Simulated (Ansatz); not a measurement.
## A series of single points on Si

System: Si (1 atom in the cell).
Method: DFT PBE+D3(BJ), scalar-relativistic, plane waves, PAW, no spin polarisation (Ansatz 0.2.0).

The 9 runs differ only in the geometry, by a strain of the cell at fixed fractional positions. Against run 5, the strain is εxx = η. The structure derives from a Materials Project entry.

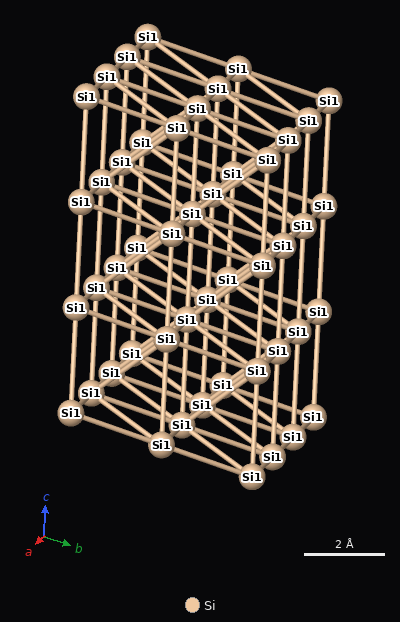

Figure 1. The structure of run 5 (ball-and-stick view of the cell of the calculation, repeated 3 × 2 × 3, seen slightly off an axis; atoms are numbered from 1 in the order of the input).

**Input of run 5**
```yaml
crystal:
  lattice:
    - [-1.6438551573, 1.6195617313, 1.3095711304]
    - [1.6438551573, -1.6195617313, 1.3095711304]
    - [1.6438551573, 1.6195617313, -1.3095711304]
  atoms:
    - { symbol: Si, position: [0.0, 0.0, 0.0] }
basis:
  ecutwfc: 420
kpoints:
  mp_grid: { grid: [30, 30, 30] }
hamiltonian:
  xc: pbe
  dispersion: d3bj
scf:
  occupations: { method: gaussian, width: 0.15 }
output:
  forces: true
  stress: true
  eigenvalues: true
```

Lattice vectors (Å) and fractional positions of run 5:
```
  -1.643855    1.619562    1.309571
   1.643855   -1.619562    1.309571
   1.643855    1.619562   -1.309571
Si  0.000000  0.000000  0.000000
```

Run 7 differs from it as follows:
```diff
-    - [-1.6438551573, 1.6195617313, 1.3095711304]
-    - [1.6438551573, -1.6195617313, 1.3095711304]
-    - [1.6438551573, 1.6195617313, -1.3095711304]
+    - [-1.6924420092, 1.6195617313, 1.3095711304]
+    - [1.6924420092, -1.6195617313, 1.3095711304]
+    - [1.6924420092, 1.6195617313, -1.3095711304]
```

**Results, with one run withheld**

```csv
run,strain parameter η (%),"free energy per atom, from the lowest run given (meV)",pressure (GPa)
1,−7.3892,27.29,7.26
2,−5.9113,14.53,5.22
3,−4.4335,5.40,3.32
4,−2.9557,0.14,1.54
5,0.0000,0.00,−1.47
6,1.4778,4.32,−2.78
7,2.9557,?,?
8,3.6946,15.21,−4.49
9,4.4335,19.89,−5.00
```

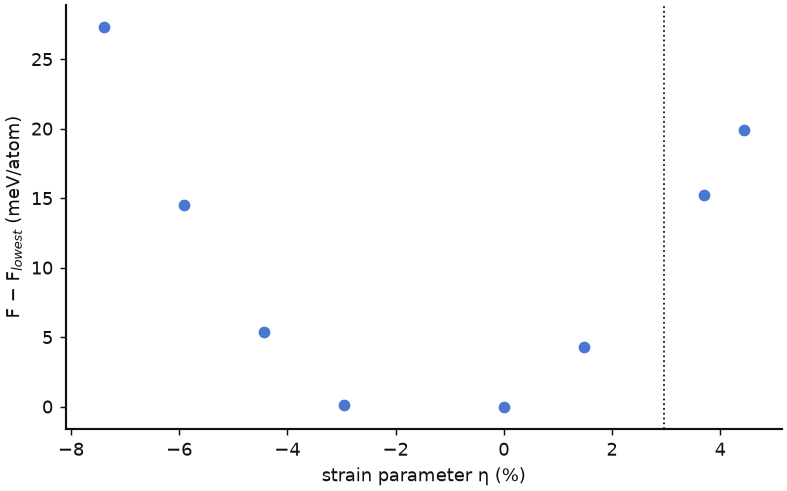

Figure 2. Free energy per atom of the runs given; the dotted line marks run 7.

What should run 7 give?

A cubic polynomial in the coordinate, fitted to the 8 runs given, misses them by at most 0.18 meV per atom. With x = η + 1.3855, it reads F = −1.4332 + 0.080325 x + 0.71313 x² − 0.016579 x³ (meV per atom). At run 7 it gives 11.00 meV per atom, and the run itself gives 11.04. The fit has its minimum at η = −1.4417 %.

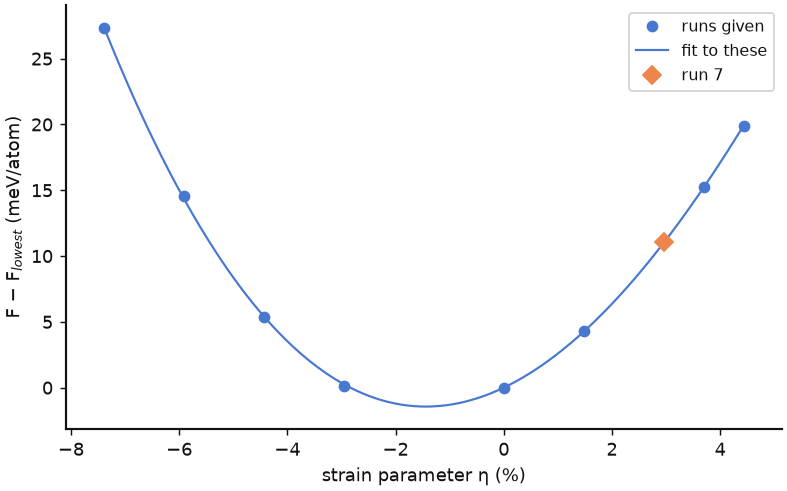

Figure 3. The fit and the withheld run.

**Output, shortened to warnings, some set-up lines, iterations and results (run 7)**
```
Basis set: ecut = 420 eV, 281 PW (Γ), exchange–correlation on 36×36×36 points (8 copies of the dense FFT grid, shifted against one another)
Symmetry: 8 space group operations
k-points: 3736 of 27000
Initial density: superposition of atomic densities (neutral atoms: chi_scale 0, normalization atom), corrected by the library's trained network
[...]
SCF iter   1: F=—  HF=-635.759197 eV  |F-HF|=—  |Δ(HF+E_count)|=         —  Δρ=1.43e-3  dr2=1.37e-4  ethr=1.77e-3  ⟨swp⟩=5.0  Hψ=210020  notcnv=0
SCF iter   2: F=—  HF=-635.759284 eV  |F-HF|=—  |Δ(HF+E_count)|=   8.70e-5  Δρ=7.52e-4  dr2=3.90e-5  ethr=3.42e-6  ⟨swp⟩=1.9  Hψ=55946  notcnv=0
SCF iter   3: F=—  HF=-635.759324 eV  |F-HF|=—  |Δ(HF+E_count)|=   4.03e-5  Δρ=9.67e-5  dr2=1.23e-6  ethr=9.75e-7  ⟨swp⟩=2.0  Hψ=29100  notcnv=0
SCF iter   4: F=—  HF=-635.759324 eV  |F-HF|=—  |Δ(HF+E_count)|=   4.22e-7  Δρ=3.44e-5  dr2=1.39e-7  ethr=3.08e-8  ⟨swp⟩=1.0  Hψ=21650  notcnv=0
SCF iter   5: F=-635.759324 eV  HF=-635.759324 eV  |F-HF|=1.20e-9  |Δ(HF+E_count)|=   3.96e-8  Δρ=4.95e-6  dr2=3.06e-9  ethr=3.48e-9  ⟨swp⟩=2.0  Hψ=29107  notcnv=0
SCF iter   6: F=-635.759324 eV  HF=-635.759324 eV  |F-HF|=6.00e-11  |Δ(HF+E_count)|=  9.50e-10  Δρ=1.14e-6  dr2=1.59e-10  ethr=7.64e-11  ⟨swp⟩=2.1  Hψ=67092  notcnv=0
SCF 1 converged in 6 iterations: F = -635.759324 eV  dr2 = 1.59e-10
SCF converged after 6 iterations
Free energy (F): -635.759324 eV
Harris-Foulkes:  -635.759324 eV  (|F-HF|=6.00e-11)
Internal energy: -635.754720 eV  (E = F + TS)
E sigma→0 (E₀):  -635.757022 eV
Entropy (-TS):   -0.004604 eV (-4.604 meV/atom)
Fermi energy:    10.770889 eV
--- Per-component energies (eV) ---
  E_band       = 20.183892
  E_kinetic    = 41.356036
  E_local      = 2.321271  (includes V_loc(G=0)·N_el)
  E_nonlocal   = 25.329560
  E_hartree    = 0.557492
  E_xc         = -56.134255
  E_vxc        = -47.996150  (∫ρ·V_xc dr)
  E_paw        = -512.192594  (= ΣΔE_a)
  E_vpaw       = -1.941824  (= ΣTr[D̂ρ^β])
  E_aug_tail   = 0.000007  (compensation charges beyond the density's cutoff)
  E_ewald      = -136.559645
  E_disp       = -0.432592  (pairwise vdW)
  E_smearing   = -0.004604  (= −TS)
  E_closure    = 0.000000  (closes the sum)
  Σ components = -635.759324   (vs F -635.759324, Δ=0.00e0)
--- Forces (eV/Å), atoms counted from 1 ---
  atom   1  Si     0.00000000     0.00000000    -0.00000000
  max |Σ_I F_I| component: 1.66e-31 eV/Å
--- Stress (GPa, compression-positive) ---
       -6.062317      -0.000000      -0.000000
       -0.000000      -1.982986       0.000000
       -0.000000       0.000000      -3.840536
  P = ⅓ Tr σ = -3.9619 GPa (-39.619 kbar)
```
